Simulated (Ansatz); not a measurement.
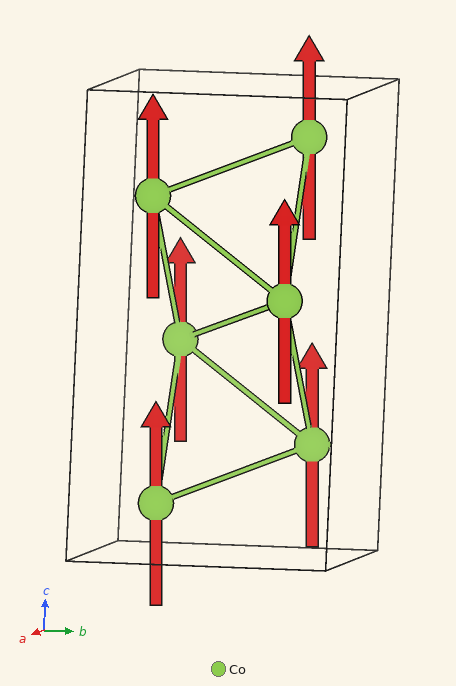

View slightly off an axis, drawn as a ball-and-stick model. One cell (the run's own, in a reduced setting) is framed, with atoms on its boundary repeated. Arrows are the site magnetic moments above 0.25 μB; longer means larger, and red and blue are up and down (without spin-orbit coupling the axis itself is arbitrary).

This is the state reached for Co. Theory: Ansatz, DFT PBE, scalar-relativistic, plane waves, PAW. Numerical settings: 420 eV cutoff, k-points about 0.19 Å⁻¹ apart, Gaussian smearing of 0.1 eV, collinear spins.

**What do the arrows say about the order?**

Ferromagnetic (within this cell). Site moments: 6 Co +1.7 μB. The net spin moment of the whole cell is 9.4 μB, including what lies between the atoms and on sites without an arrow.

Provenance: a structure listed in the Materials Project. It was relaxed with DFT PBE, scalar-relativistic, plane waves, PAW in Ansatz under a constraint or pressure on the cell, so some stress remains.
